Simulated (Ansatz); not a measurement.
The calculation's input:

```
crystal:
  lattice:
    - [2.847821285, 0.0, -4.6199447395]
    - [2.847821285, 0.0, 4.6199447395]
    - [-2.847821285, -4.9325711565, 0.0]
  atoms:
    - { symbol: Ti, position: [0.008105227, 0.0024021862, 0.5015095566] }
    - { symbol: Ti, position: [0.508105227, 0.5024021862, 0.5015095566] }
    - { symbol: Ti, position: [0.008105227, 0.0024021862, 1.0015095566] }
    - { symbol: Ti, position: [0.508105227, 0.5024021862, 1.0015095566] }
    - { symbol: Al, position: [0.5914385603, 0.0857355195, 0.1681762233] }
    - { symbol: Al, position: [0.0914385603, 0.5857355195, 0.1681762233] }
    - { symbol: Al, position: [0.5265967447, 0.0665180302, 0.6560997708] }
    - { symbol: Al, position: [0.0914385603, 0.5857355195, 0.6681762233] }
basis:
  ecutwfc: 420
kpoints:
  mp_grid: { grid: [8, 8, 8] }
hamiltonian:
  xc: pbesol
scf:
  occupations: { method: gaussian, width: 0.15 }
output:
  forces: true
  stress: true
  eigenvalues: true
  write_density: true
  write_potential: true
  elf: true
  volumetric_format: npy
relax:
  adjacent_minimum: "off"
  f_tol: 0.01
  max_steps: 80
```

Launched as:

```sh
ansatz run input.yaml --threads 2 --pin off --max-ram 5120MiB --backend cpu --events-out ev --progress --plain --runs-dir out
```

The fields are those of the run's last geometry, not of the input's.

Space group Pmc2₁; a structure from a database of computed crystals, not necessarily the ambient phase; changed on purpose from its base cell (atom 7 moved 0.30 A; relaxed back); computed without spin polarisation.

The calculation used DFT PBEsol, scalar-relativistic, plane waves, PAW (Ansatz).

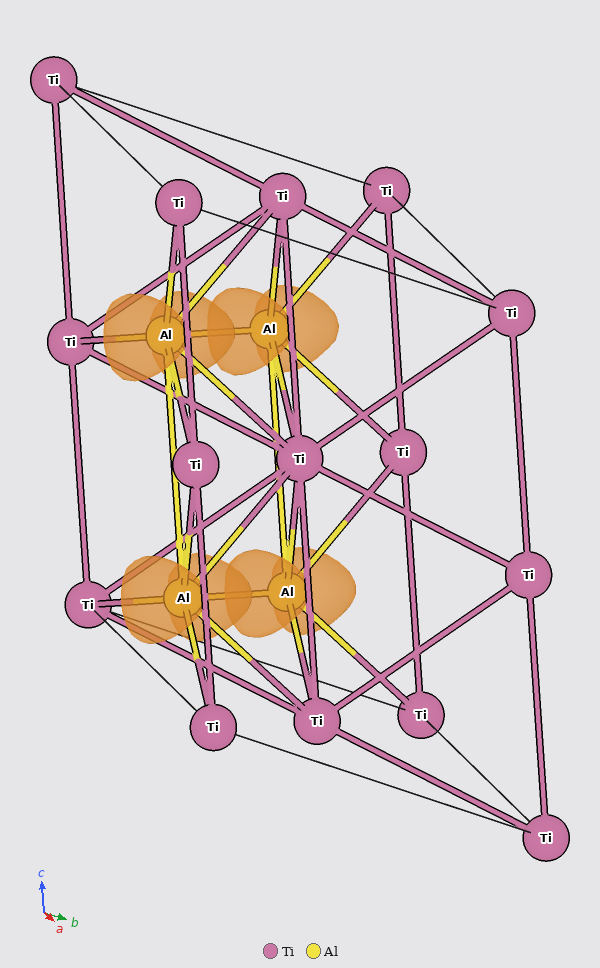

TiAl. Isosurface of the electron localisation function at 0.75 (orange), seen slightly off an axis. Core shells and regions of very low density are left out. Sticks mark near contacts.

> Identify the bonds, lone pairs and shells in this picture.

The surface consists of eight pockets between the atoms, centred on no nucleus (multi-centre or interstitial), counted in one cell of 8 atoms. Any copies at cell faces, edges or corners count once. Profiles from the grid: Ti–Al (2.83 Å): the ELF is about 0.40 at the midpoint. Ti–Ti (2.84 Å): the ELF is about 0.25 at the midpoint (no localised pair shows between them).

> Does the calculation give a band gap?

It is metallic or semimetallic at this level of theory: no gap opens.
